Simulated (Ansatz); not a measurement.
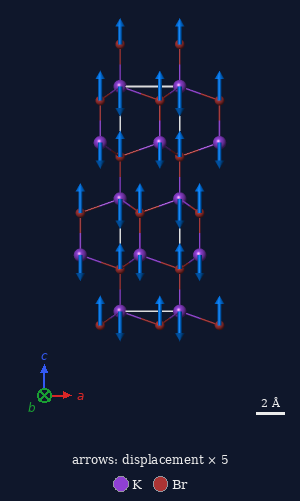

This is a relaxation of solid KBr (built on the 4H polytype type). The starting structure is drawn; blue arrows show the displacements (the part carried along by the change of the cell is left out), 5 times their true length.

A ball-and-stick model of the cell of the calculation, seen along the b axis.

Level of theory: DFT, PBEsol, plane waves, PAW (Ansatz). Settings: plane-wave cutoff 420 eV; k-point mesh 6 × 6 × 2; occupations fermi dirac; smearing width 0.03 eV; no spin polarisation; cell and atoms relaxed; force threshold 0.01 eV/Å; at most 120 steps.

What did the optimiser do to the structure, and how much energy did it gain?

The largest moves relative to the cell, 0.43 Å, are those of K and Br atoms. Largest moves by element: K 0.43 Å, Br 0.43 Å. Cell: a = b 4.960 → 5.507 Å (+11.0 %), c 16.200 → 12.945 Å (−20.1 %). Volume −1.5 %. Near-neighbour distances that change, for instance: Br–K 5.062 → 3.232 Å, Br–K 3.037 → 3.240 Å, Br–K 3.037 → 3.180 Å. New bonds form: Br–K (5.06 → 3.23 Å). Among the angles between lasting bonds that change: Br–K–Br 109.5° → 89.0°, K–Br–K 109.5° → 89.0°, K–Br–K 109.5° → 90.9°. The space group stays P6_3mc (No. 186). The energy falls by 0.391 eV per cell of the calculation in 12 accepted moves (15 points after the start). Largest force component: 0.025 eV/Å at the start, 0.0046 eV/Å at the end. The pressure goes from 1.66 to 0.02 GPa. The line search rejected the trial steps at points 11, 13 of the run. At 1 point the geometry stayed and the basis and grid were re-selected for the new cell (energy shift of 3.3 meV per cell of the calculation at most each time). Cost: 54 s on 4 threads of Intel(R) Xeon(R) Platinum 8259CL CPU @ 2.50GHz (Skylake/Cascade Lake), with other jobs on the host, peak memory 0.77 GiB.
